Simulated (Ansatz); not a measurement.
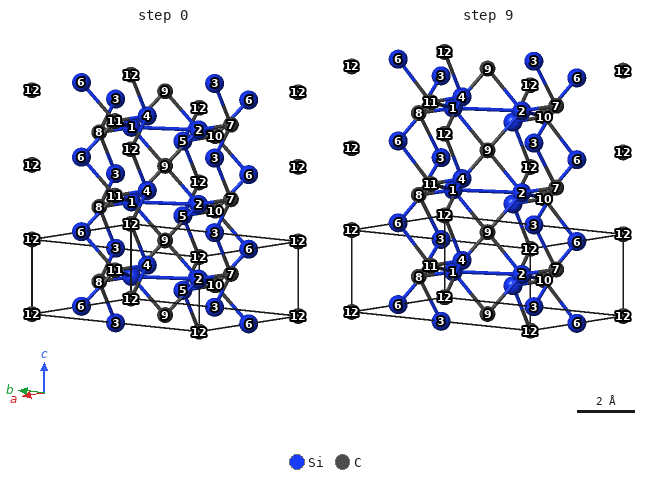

The structure of a crystal of SiC (a generated structure, set up in Pbam) (coarse preliminary run) before (left) and after (right) a relaxation, at one scale.

The picture is a ball-and-stick view of the cell of the calculation, repeated 1 × 1 × 3 with one cell outlined, seen from a free direction.

All numbers below come from DFT PBE, scalar-relativistic, plane waves, PAW (Ansatz 0.2.0). Set-up: plane-wave cutoff 420 eV; k-point mesh 4 × 2 × 6; occupations gaussian; smearing width 0.1 eV; no spin polarisation; cell and atoms relaxed; force threshold 0.04 eV/Å; at most 70 steps.

Question: What changed between the two?

Answer: After 6 accepted moves (9 points after the start) the energy has fallen by 255 meV per atom. Largest force component: 2.2 eV/Å at the start, 0.0011 eV/Å at the end. The pressure goes from 33.64 to 0.02 GPa. The line search rejected the trial step at point 3 of the run. The SCF was repeated twice at an unchanged geometry on a basis and grid sized afresh for the cell, which shifted the energy by 5.5 meV per atom at most. The largest moves relative to the cell, 0.17 Å, are those of C7, C8, C10 and C11. C10 goes roughly along −a. Largest moves by element: C 0.17 Å, Si 0.04 Å. Cell: a 5.568 → 5.217 Å (−6.3 %), b 7.679 → 8.203 Å (+6.8 %), c 2.675 → 2.934 Å (+9.7 %). Volume +9.8 %. Near-neighbour distances that change, for instance: Si3–C7 1.826 → 1.955 Å, Si1–C9 1.826 → 1.947 Å, Si1–Si2 2.485 → 2.560 Å, Si1–C8 1.816 → 1.849 Å. Among the angles between lasting bonds that change: C8–Si4–C11 122.0° → 112.5°, Si2–C10–Si6 113.0° → 121.6°, Si5–Si4–C8 125.1° → 133.5°. The space group stays Pbam (No. 55).

Limits of the set-up: the k-point mesh is coarse for a cell with partly filled bands.
